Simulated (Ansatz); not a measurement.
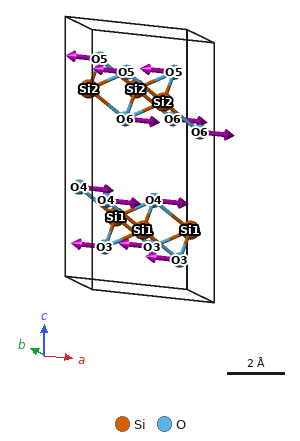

One vibrational mode of crystalline SiO₂ (a generated structure) at the zone centre. Displacements are drawn as purple arrows; their common scale and sign are arbitrary. The picture is a ball-and-stick view of the conventional cell (2 times the calculation's cell), seen slightly off an axis. Lengths and directions refer to the drawn axes.

Method: Ansatz, DFT PBE+D3(BJ), scalar-relativistic, plane waves, PAW. (plane-wave cutoff 420 eV; k-point mesh 10 × 10 × 4; occupations fixed; no spin polarisation)

Frequencies are those without the non-analytic (LO–TO) term.

Question: What mode is this, and where does it lie in the spectrum?

Answer: This is a doubly degenerate mode (one member of the set is drawn) at 537 cm⁻¹, optical level 3 of 9, counted from below. The Si atoms hardly move; all motion is along a; atoms of one kind move against one another, with no net shift of their sublattice; it stretches the shortest O–Si bonds (1.80 Å).
